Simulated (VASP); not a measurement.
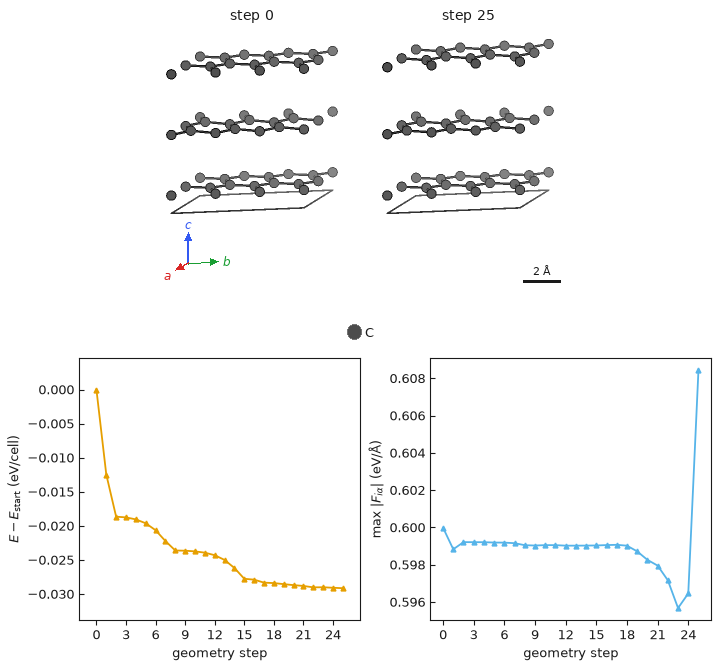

First and last geometry of a relaxation of a slab of composition C, with the history of the run. The picture is a ball-and-stick view of the 2 × 3 repeat of the cell, outlined in the plane, without the vacuum, seen slightly off an axis.

The run lets the atoms move in a fixed cell. 2 atoms are held fixed.

These are results of VASP, Kohn-Sham DFT of a periodic cell, BEEF-vdW, VASP PAW PBE potentials, recommended, not measurements.

Input
```
SYSTEM = C
PREC = Accurate
ENCUT = 520
EDIFF = 1E-7
ISMEAR = 0
SIGMA = 0.05
LREAL = .False.
LASPH = .True.
NELM = 100
ALGO = Normal
ISIF = 2
LWAVE = .False.
LCHARG = .False.
LDIPOL = .True.
IDIPOL = 3
DIPOL = 0.5 0.5 0.500
GGA = BF
LUSE_VDW = .True.
ZAB_VDW = -1.8867
IBRION = 2
NSW = 60
EDIFFG = -0.01
```

Launched with:
```bash
cat potpaw_PBE.64/C/POTCAR > POTCAR
mpirun -np 1 vasp_std > vasp.out
```

Did the run converge, and what did it change?

The run was cut off at its time limit before the relaxation converged, so the last structure is only a point on the way. A C atom moves most: 0.40 Å along the normal (+c). The cell doesn't change. After 25 geometry steps the energy has fallen by 29.1 meV per cell of the calculation. Largest force component: 0.6 eV/Å at the start, 0.61 eV/Å at the end.
